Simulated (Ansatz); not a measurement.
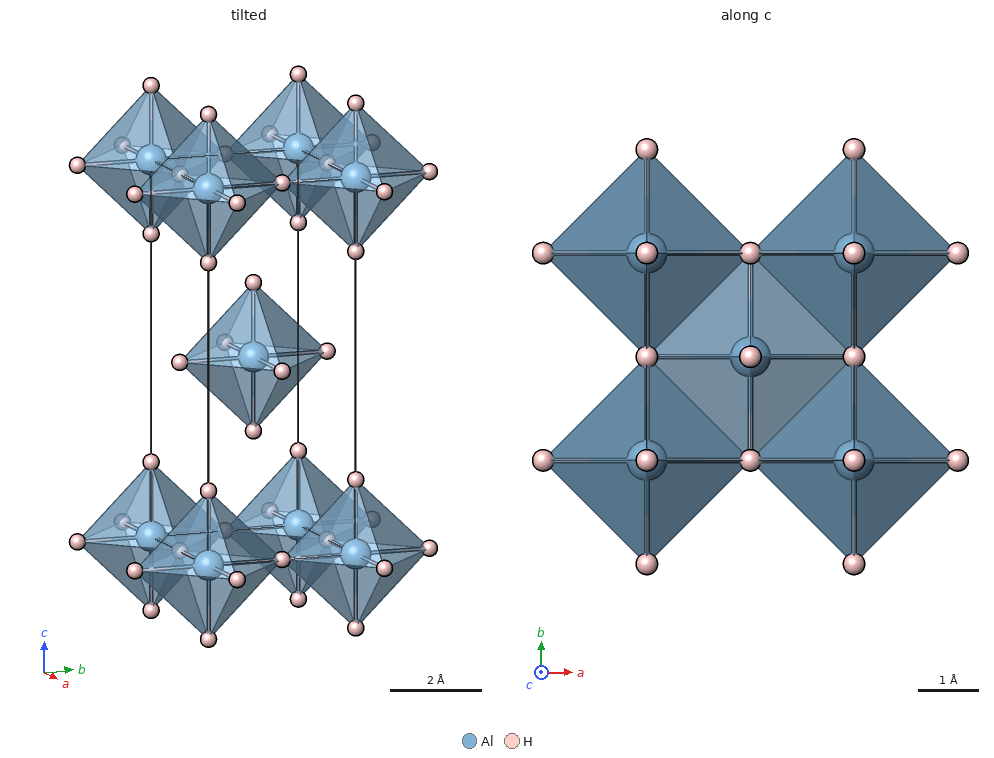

Polyhedral representation of a periodic structure, projected slightly off an axis and along the c axis. The edges of the conventional unit cell are marked. A few atoms beyond the faces are included. Cell: a = 3.48 Å, b = 3.48 Å, c = 8.47 Å, α = 90.00°, β = 90.00°, γ = 90.00°.

Its origin is a structure type filled with these elements by a generator (whether the compound takes this form wasn't checked). Earlier steps of the study may have refined or changed the cell and positions. An electronic-structure calculation with Ansatz was run on it.

Describe the crystal.

It has the composition AlH4. The space group is I4/mmm (No. 139); the lattice is body-centred tetragonal. Counting shared atoms by their share gives 2 Al, 8 H, or 10 atoms. The polyhedra are AlH6 octahedra; they share corners. The coordination shell of Al holds six H in an octahedral arrangement at about 1.7 Å. H takes two kinds of site: 4e with one Al at about 1.7 Å; 4c with two Al in a linear arrangement at about 1.7 Å. The bonds build AlH4 layers parallel to (001).

Calculation details: Ansatz, DFT PBE, scalar-relativistic, plane waves, PAW; a cutoff energy of 420 eV, k-points about 0.16 Å⁻¹ apart, Gaussian smearing of 0.1 eV, no spin polarisation.

What does the calculation say: metal or gapped?

A metal: bands cross the Fermi level.

How are the electrons shared out in a Bader analysis?

Al +2.19 e; H -0.66 to -0.44 e.

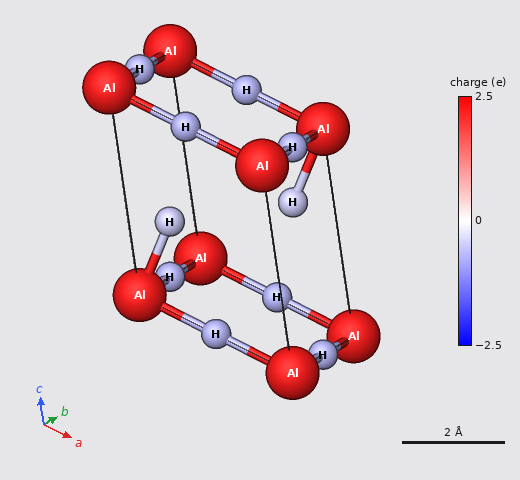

The atoms coloured by those charges. The run's cell of 5 atoms is drawn in a reduced setting, so axes and origin can differ from the first picture.

Is this an equilibrium geometry for the method given?

Yes. The largest force is 0.01 eV/Å. The pressure is 0.0 GPa, close to zero.
